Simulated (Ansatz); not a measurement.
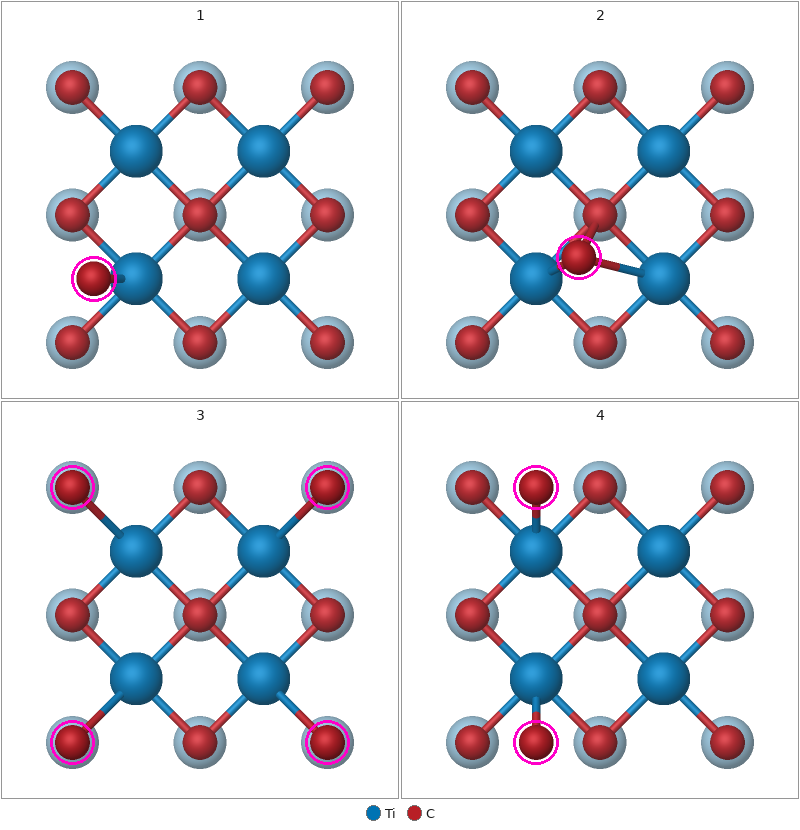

C on a TiC(100) slab cut from the Fm-3m phase, its upper half relaxed before the scan (24 atoms of substrate and one adsorbate in a 2 × 2 cell). C is moved over the surface cell; relaxed at each place: the height of the adsorbate's atoms; substrate rigid; the origin of the map has the adsorbate above C21. Places are given modulo a cell vector. The map is drawn in real space over the plane of the surface. The grid has 6 × 6 points; 10 points were computed and 26 follow by symmetry. Places are given in fractions of the 1 × 1 surface cell. Energies are in eV, from the lowest grid point. The calculation used DFT PBE, scalar-relativistic, plane waves, PAW in Ansatz. Settings: cutoff 420 eV, k-mesh 5×5×1, gaussian smearing 0.1 eV, no spin polarisation.

The numbered pictures are structures from this grid. Rings mark the moved atoms.

### Which is the most stable, and how do the others follow?

3, at the top site over a surface C atom, (0/6, 0/6) of the cell vectors: 0.00 eV; 4, at a fourfold hollow (C–C–Ti–Ti), (3/6, 0/6) of the cell vectors: 1.30 eV; 2, at (5/6, 4/6) of the cell vectors [nearest 1 C at 1.74 Å]: 2.11 eV; 1, at (1/6, 3/6) of the cell vectors [nearest 1 Ti at 1.87 Å]: 2.86 eV.

The map, with the structures marked:

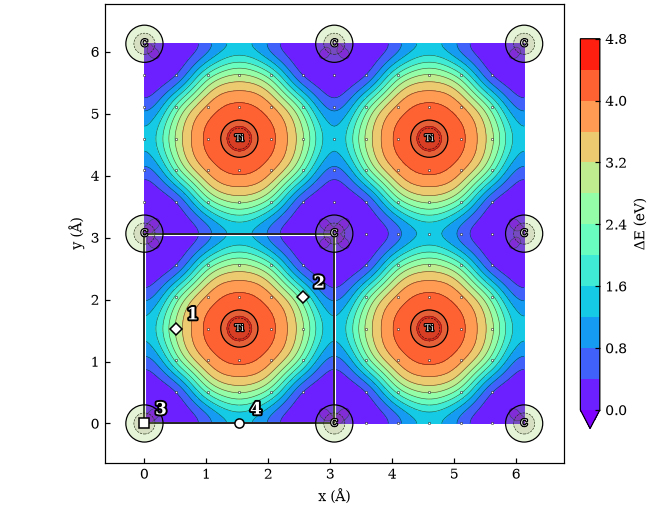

Drawn: filled contours, dots at the grid points, labelled circles for the atoms of the top layer and small ones for the second layer, the outline of one cell of the 2 × 2 shown. Between grid points the surface is interpolated.
